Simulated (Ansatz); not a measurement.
Geometry relaxation, with input and output: GaN (part 1 of 2)

- system: GaN (slab, 8 atoms in the cell)
- method: DFT PBEsol, scalar-relativistic, plane waves, PAW, no spin polarisation (Ansatz 0.2.0)

The structure derives from a Materials Project entry. The input holds or restrains some coordinates. Forces given for the steps count only the free coordinates. It belongs to a series of runs on one base structure; here: clean slab, lower half held.

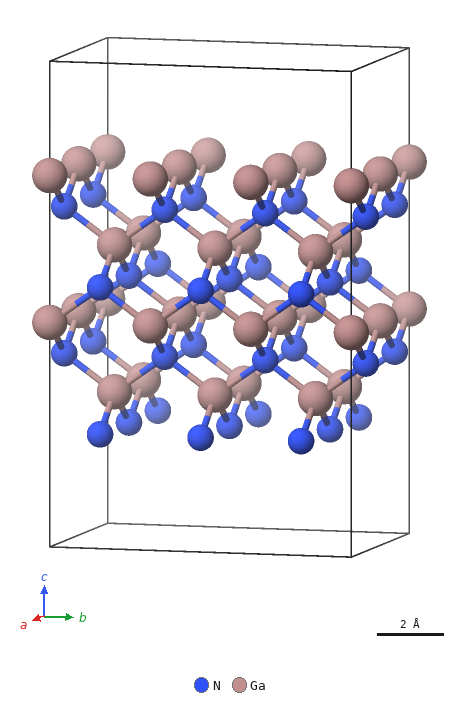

*The starting structure (ball-and-stick view of the 2 × 3 repeat of the cell, with the vacuum cut short, seen slightly off an axis). An atom can appear more than once, as a periodic image.*

Near neighbours in the periodic cell (some may lie outside the picture): N has 2 Ga at 1.95 Å; Ga has 4 N at 1.95 Å; N has 4 Ga at 1.95 Å; Ga has 2 N at 1.95 Å.

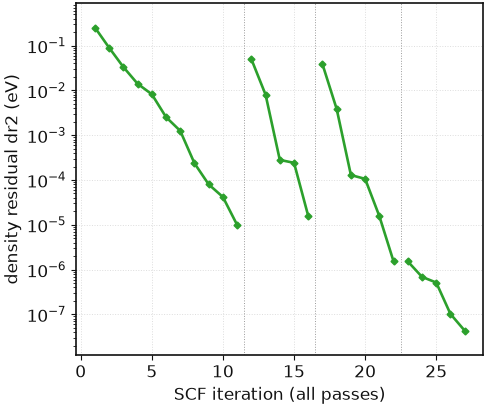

*Convergence of the self-consistent field: density residual dr2 against the SCF iteration. The dotted lines part the SCF passes of the relaxation: geometry steps, rejected trials and re-solves on a re-selected basis.*

The passes take 11, 5, 6 and 5 iterations.

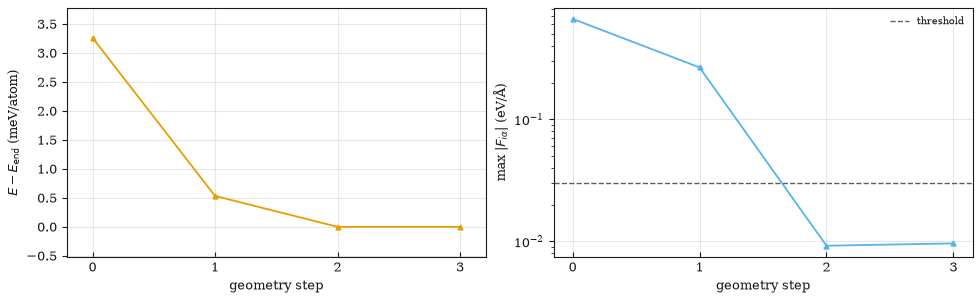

*Progress of the restrained relaxation, step by step (the first geometry is step 0 here and step 1 in the log).*

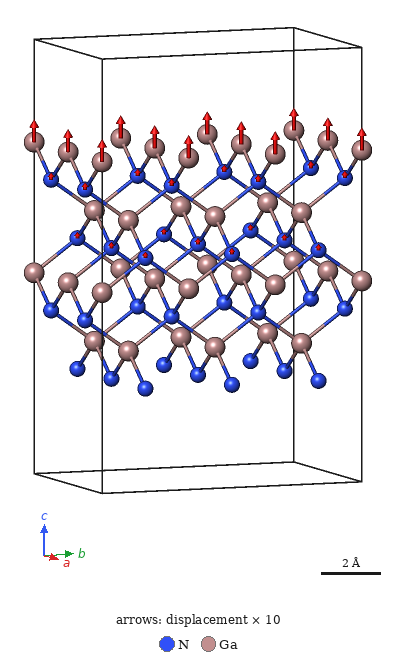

*The starting structure with the displacements as red arrows, magnified 10 times (ball-and-stick view of the 2 × 3 repeat of the cell, with the vacuum cut short, seen slightly off an axis).*

The largest move is that of Ga8, 0.080 Å. Largest moves by element: Ga 0.080 Å, N 0.026 Å. The cell doesn't change. Among the contacts that change: N7–Ga8 1.948 → 1.980 Å, Ga4–N5 1.948 → 1.961 Å, N5–Ga6 1.948 → 1.937 Å. Among the angles that change: Ga8–N7–Ga8 109.5° → 106.9°, N7–Ga8–N7 109.5° → 106.9°. The energy falls by 3.3 meV per atom in 3 geometry steps. The largest force component goes from 0.66 to 0.0097 eV/Å. (Atoms are counted from 1 in the order of the input.)

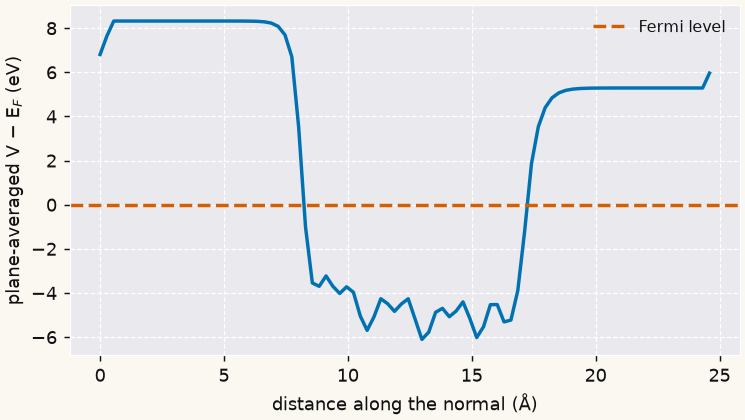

*Plane average of the electrostatic potential energy of an electron across the cell, from the Fermi level.*

The vacuum level lies 5.29 eV above the Fermi level on the upper side and 8.32 eV on the lower.

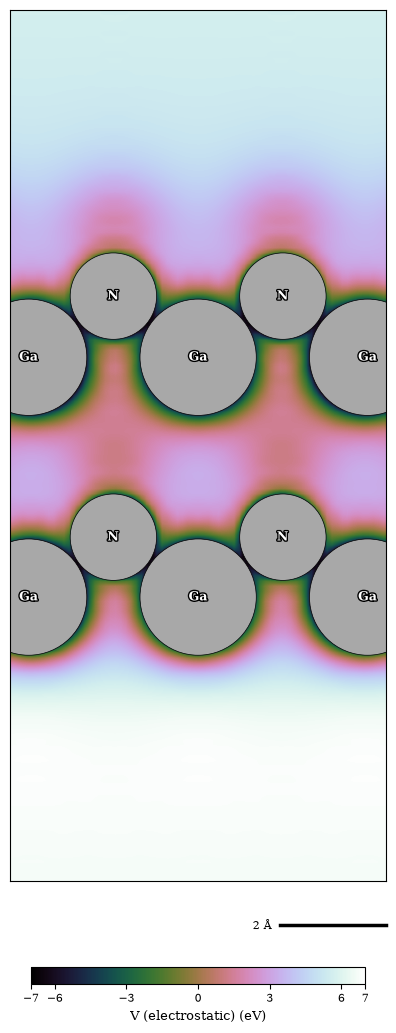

*Electrostatic potential (local pseudopotential plus Hartree) felt by an electron on the (100) plane of the calculation cell, a cut from vacuum to vacuum. Grey discs, where drawn, cover atomic cores.*

Atoms in the plane: Ga and N. Core electrons are frozen (PAW), so the fields are smoothed inside the atomic spheres.

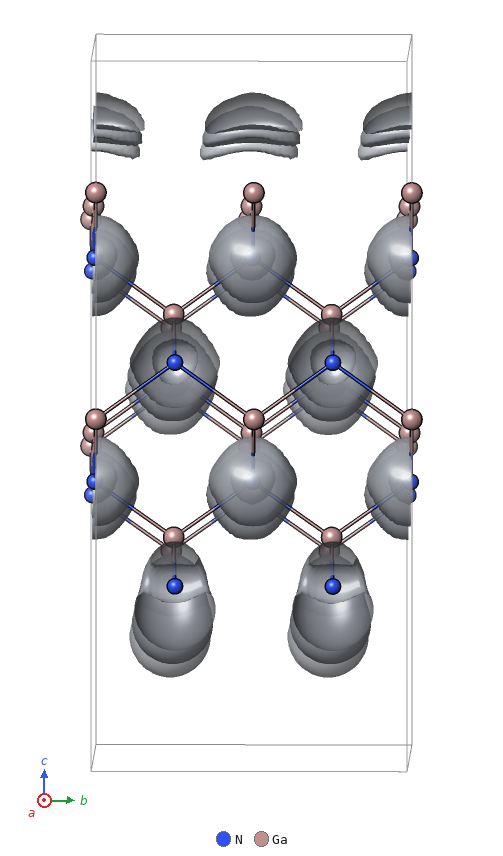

*Isosurface of the electron localisation function at 0.7 (grey), seen at an oblique angle. Only the valence region is drawn (cores and ρ < 0.01 e/Å³ removed). Sticks mark near contacts.*

Profiles from the grid: Ga–N (1.94 Å): the ELF is about 0.50 at the midpoint. Ga–N (1.98 Å): the ELF is about 0.45 at the midpoint.

The input and output of the run follow.

Input file:
```yaml
crystal:
  lattice:
    - [3.1807290382, 0.0, 0.0]
    - [0.0, 3.1807290382, 0.0]
    - [0.0, 0.0, 24.8719027521]
  atoms:
    - { symbol: "N", position: [0.0, 0.5, 0.341751095] }
    - { symbol: Ga, position: [0.5, 0.5, 0.3869650678] }
    - { symbol: "N", position: [0.5, 0.0, 0.4321790407] }
    - { symbol: Ga, position: [0.0, 0.0, 0.4773930136] }
    - { symbol: "N", position: [0.0, 0.5, 0.5226069864] }
    - { symbol: Ga, position: [0.5, 0.5, 0.5678209593] }
    - { symbol: "N", position: [0.5, 0.0, 0.6130349322] }
    - { symbol: Ga, position: [0.0, 0.0, 0.658248905] }
basis:
  ecutwfc: 420
kpoints:
  mp_grid: { grid: [8, 8, 1] }
hamiltonian:
  xc: pbesol
scf:
  occupations: { method: gaussian, width: 0.05 }
output:
  forces: true
  eigenvalues: true
  write_density: true
  write_potential: true
  elf: true
  volumetric_format: npy
relax:
  adjacent_minimum: "off"
  f_tol: 0.03
  max_steps: 70
  constraints: [{ sites: [0, 1, 2, 3] }]
efield:
  axis: 3
  dipole_correction: true
  ramp_width: 0.04
```

Launched with:
```bash
ansatz run input.yaml --threads 2 --pin off --max-ram 5120MiB --backend cpu --events-out ev --progress --plain --runs-dir out
```

The program's output:
```
Engine: ansatz 0.2.0, x86_64-unknown-linux-gnu
Pseudopotentials: kind: paw
Pseudopotential: N, paw, valence charge 5, recommended cutoff 420 eV (normal), N.paw.azcp
Pseudopotential: Ga, paw, valence charge 13, recommended cutoff 420 eV (normal), Ga.paw.azcp
Functional definition: PBEsol
  exchange = pbesol_x
  correlation = pbesol_c
Crystal: 8 atoms, lattice volume = 251.630 Å³
Basis set: ecut = 420 eV, 4963 PW (Γ), exchange–correlation on 48×48×360 points (8 copies of the dense FFT grid, shifted against one another)
Bands: 44, of which v1, the nominal top of the filled ones, is band 36 counted from 1 (35 counted from 0)
Symmetry: 4 space group operations
Space group: Pmm2 (ITA 25), of the structure as read, at distance tolerance 6.3e-5 Å
k-points: 25 of 64
Non-local potential: N, projectors of the file, l = 0: 2, l = 1: 2, l = 2: 1
Non-local potential: Ga, projectors of the file, l = 0: 2, l = 1: 2, l = 2: 3, l = 3: 1
PAW form: soft (Blöchl's): semilocal exchange-correlation on the pseudo side does not see the compensation charge
PAW frozen core: N, regenerated for the run's functional, and the local potential with it (the file was generated under x = pbe(κ = 0.804, μ = 0.2195149727645171), c = pbe(β = 0.06672455060314922))
PAW frozen core: Ga, regenerated for the run's functional, and the local potential with it (the file was generated under x = pbe(κ = 0.804, μ = 0.2195149727645171), c = pbe(β = 0.06672455060314922))
PAW one-centre angular grid: N, 110 points (default); XC on 64 Gauss nodes
PAW one-centre angular grid: Ga, 590 points (default); XC on 64 Gauss nodes
Initial density: superposition of atomic densities (neutral atoms: chi_scale 0, normalization atom), corrected by the library's trained network
Initial wavefunctions: pseudopotential atomic-orbital guess
Functional: x = pbesol(κ = 0.804, μ = 0.12345679012345678), c = pbesol(β = 0.046)
SCF iter   1: F=—  HF=-16485.501814 eV  |F-HF|=—  |Δ(HF+E_count)|=         —  Δρ=9.31e-3  dr2=2.54e-1  ethr=1.77e-3  p=0.201 e·Å  D=1.45e-1 V/Å  ΔV_dip=-3.60 eV  dr2_dipole=5.07e-2  V_vac-E_F(+/−)=4.79/8.40 eV  ⟨swp⟩=7.6  Hψ=5067  notcnv=0  defer=23
efield: sawtooth ramp at fractional position 0.9800 (placed from the atoms, in the widest stretch of the axis that holds none; the zero of the levels goes with the place), width 0.0400; the density the first Hamiltonian is built on has a dipole p = 0.201 e·Å; the dipole correction subtracts the counter field D = 1.45e-1 V/Å, which shifts the + side's vacuum level by -3.60 eV against the − side's; the planar-averaged density in the ramp window peaks in size at 1.2e-5 e/Å³
preconditioner: auto → LDOS  [metal: Δε(μ)=0.027 eV  Ē_g=15.138 eV  σ=0.050 eV  W_gap=0.30  n_scr=44 (ndim 8)  ℏωp=19.9 eV  f_vac=0.568  D(μ)=6.03/eV (n_scr^D=36)  β→1.0]
SCF iter   2: F=—  HF=-16485.462170 eV  |F-HF|=—  |Δ(HF+E_count)|=   3.96e-2  Δρ=5.94e-3  dr2=8.97e-2  ethr=3.53e-4  p=0.179 e·Å  D=1.29e-1 V/Å  ΔV_dip=-3.20 eV  dr2_dipole=1.24e-2  V_vac-E_F(+/−)=5.15/8.34 eV  ⟨swp⟩=3.2  Hψ=2344  notcnv=0  defer=73
SCF iter   3: F=—  HF=-16485.459188 eV  |F-HF|=—  |Δ(HF+E_count)|=   2.98e-3  Δρ=3.23e-3  dr2=3.33e-2  ethr=1.25e-4  p=0.176 e·Å  D=1.26e-1 V/Å  ΔV_dip=-3.14 eV  dr2_dipole=4.30e-3  V_vac-E_F(+/−)=5.18/8.32 eV  ⟨swp⟩=2.0  Hψ=1931  notcnv=0  defer=73
SCF iter   4: F=—  HF=-16485.457047 eV  |F-HF|=—  |Δ(HF+E_count)|=   2.14e-3  Δρ=2.07e-3  dr2=1.41e-2  ethr=4.63e-5  p=0.174 e·Å  D=1.25e-1 V/Å  ΔV_dip=-3.11 eV  dr2_dipole=1.26e-3  V_vac-E_F(+/−)=5.23/8.34 eV  ⟨swp⟩=2.8  Hψ=1777  notcnv=0  defer=73
SCF iter   5: F=—  HF=-16485.456051 eV  |F-HF|=—  |Δ(HF+E_count)|=   9.96e-4  Δρ=1.25e-3  dr2=8.22e-3  ethr=1.95e-5  p=0.171 e·Å  D=1.23e-1 V/Å  ΔV_dip=-3.05 eV  dr2_dipole=1.51e-3  V_vac-E_F(+/−)=5.29/8.34 eV  ⟨swp⟩=2.0  Hψ=1131  notcnv=0  defer=73
SCF iter   6: F=—  HF=-16485.455851 eV  |F-HF|=—  |Δ(HF+E_count)|=   2.00e-4  Δρ=6.62e-4  dr2=2.54e-3  ethr=1.14e-5  p=0.170 e·Å  D=1.22e-1 V/Å  ΔV_dip=-3.03 eV  dr2_dipole=3.58e-4  V_vac-E_F(+/−)=5.31/8.34 eV  ⟨swp⟩=2.1  Hψ=1233  notcnv=0  defer=73
SCF iter   7: F=—  HF=-16485.455773 eV  |F-HF|=—  |Δ(HF+E_count)|=   7.79e-5  Δρ=3.77e-4  dr2=1.25e-3  ethr=3.52e-6  p=0.170 e·Å  D=1.22e-1 V/Å  ΔV_dip=-3.04 eV  dr2_dipole=2.63e-4  V_vac-E_F(+/−)=5.31/8.34 eV  ⟨swp⟩=2.4  Hψ=1619  notcnv=0  defer=73
SCF iter   8: F=—  HF=-16485.455747 eV  |F-HF|=—  |Δ(HF+E_count)|=   2.64e-5  Δρ=1.63e-4  dr2=2.36e-4  ethr=1.74e-6  p=0.170 e·Å  D=1.22e-1 V/Å  ΔV_dip=-3.04 eV  dr2_dipole=7.27e-6  V_vac-E_F(+/−)=5.30/8.34 eV  ⟨swp⟩=1.2  Hψ=1072  notcnv=0  defer=73
SCF iter   9: F=—  HF=-16485.455754 eV  |F-HF|=—  |Δ(HF+E_count)|=   6.99e-6  Δρ=9.82e-5  dr2=7.97e-5  ethr=3.28e-7  p=0.170 e·Å  D=1.22e-1 V/Å  ΔV_dip=-3.04 eV  dr2_dipole=7.67e-6  V_vac-E_F(+/−)=5.29/8.33 eV  ⟨swp⟩=2.1  Hψ=1628  notcnv=0  defer=73
SCF iter  10: F=—  HF=-16485.455748 eV  |F-HF|=—  |Δ(HF+E_count)|=   5.58e-6  Δρ=5.88e-5  dr2=4.17e-5  ethr=1.11e-7  p=0.170 e·Å  D=1.22e-1 V/Å  ΔV_dip=-3.04 eV  dr2_dipole=1.35e-5  V_vac-E_F(+/−)=5.29/8.33 eV  ⟨swp⟩=2.1  Hψ=1683  notcnv=0  defer=73
SCF iter  11: F=-16485.455740 eV  HF=-16485.455748 eV  |F-HF|=7.81e-6  |Δ(HF+E_count)|=   7.49e-7  Δρ=3.11e-5  dr2=9.91e-6  ethr=3.12e-8  p=0.170 e·Å  D=1.22e-1 V/Å  ΔV_dip=-3.04 eV  dr2_dipole=3.30e-6  V_vac-E_F(+/−)=5.29/8.32 eV  ⟨swp⟩=22.9  Hψ=12782  notcnv=0
SCF 1 converged in 11 iterations: F = -16485.455740 eV  dr2 = 9.91e-6
  greatest PAW one-centre occupation: 0.995 electrons in one spin orbital (limit 2), on the Ga atom at site 5 (counted from 0), in its partial waves of l = 2
relax step   1: F+E_penalty+E_count = -16485.45573989 eV  Δ(F+E_penalty+E_count) = +0.000e0 eV  max|allowed force component| = 6.650e-1 eV/Å  Δτ_max = 0.0000 Å  (11 SCF iters, dr2 threshold 2.25e-5 eV, accepted)
Initial density: handed on by an earlier stage of this run
Initial wavefunctions: those handed on with the density
iter 1 solved again at ethr=6.73e-5 eV; its pass at ethr=3.10e-3 eV (dr2=4.85e-2 eV) is discarded
SCF iter   1: F=—  HF=-16485.479652 eV  |F-HF|=—  |Δ(HF+E_count)|=         —  Δρ=2.00e-3  dr2=5.00e-2  ethr=6.73e-5  p=0.170 e·Å  D=1.22e-1 V/Å  ΔV_dip=-3.04 eV  dr2_dipole=2.21e-2  V_vac-E_F(+/−)=5.29/8.33 eV  ⟨swp⟩=1.1  Hψ=3045  notcnv=0  defer=68
efield: sawtooth ramp at fractional position 0.9800 (handed on by an earlier solve), width 0.0400; the density the first Hamiltonian is built on has a dipole p = 0.170 e·Å; the dipole correction subtracts the counter field D = 1.22e-1 V/Å, which shifts the + side's vacuum level by -3.04 eV against the − side's; the planar-averaged density in the ramp window peaks in size at 7.0e-6 e/Å³
preconditioner: auto → LDOS  [metal: Δε(μ)=0.024 eV  Ē_g=15.087 eV  σ=0.050 eV  W_gap=0.26  n_scr=44 (ndim 8)  ℏωp=19.9 eV  f_vac=0.565  D(μ)=7.56/eV (n_scr^D=54)  β→1.0]
SCF iter   2: F=—  HF=-16485.477837 eV  |F-HF|=—  |Δ(HF+E_count)|=   1.82e-3  Δρ=8.02e-4  dr2=8.03e-3  ethr=6.73e-5  p=0.170 e·Å  D=1.22e-1 V/Å  ΔV_dip=-3.03 eV  dr2_dipole=3.31e-3  V_vac-E_F(+/−)=5.29/8.32 eV  ⟨swp⟩=2.0  Hψ=1437  notcnv=0  defer=68
SCF iter   3: F=—  HF=-16485.477619 eV  |F-HF|=—  |Δ(HF+E_count)|=   2.18e-4  Δρ=2.17e-4  dr2=2.81e-4  ethr=1.12e-5  p=0.170 e·Å  D=1.22e-1 V/Å  ΔV_dip=-3.03 eV  dr2_dipole=7.96e-5  V_vac-E_F(+/−)=5.29/8.32 eV  ⟨swp⟩=2.0  Hψ=1347  notcnv=0  defer=68
SCF iter   4: F=—  HF=-16485.477600 eV  |F-HF|=—  |Δ(HF+E_count)|=   1.92e-5  Δρ=1.31e-4  dr2=2.42e-4  ethr=3.91e-7  p=0.170 e·Å  D=1.22e-1 V/Å  ΔV_dip=-3.04 eV  dr2_dipole=9.87e-5  V_vac-E_F(+/−)=5.29/8.32 eV  ⟨swp⟩=2.6  Hψ=1958  notcnv=0  defer=68
SCF iter   5: F=-16485.477577 eV  HF=-16485.477595 eV  |F-HF|=1.84e-5  |Δ(HF+E_count)|=   4.51e-6  Δρ=7.48e-5  dr2=1.57e-5  ethr=3.84e-8  p=0.170 e·Å  D=1.22e-1 V/Å  ΔV_dip=-3.04 eV  dr2_dipole=2.40e-7  V_vac-E_F(+/−)=5.29/8.32 eV  ⟨swp⟩=21.7  Hψ=13273  notcnv=0
SCF 2 converged in 5 iterations: F = -16485.477577 eV  dr2 = 1.57e-5
relax step   2: F+E_penalty+E_count = -16485.47757676 eV  Δ(F+E_penalty+E_count) = -2.184e-2 eV  max|allowed force component| = 2.663e-1 eV/Å  Δτ_max = 0.0490 Å  (5 SCF iters, dr2 threshold 2.76e-5 eV, accepted)
```
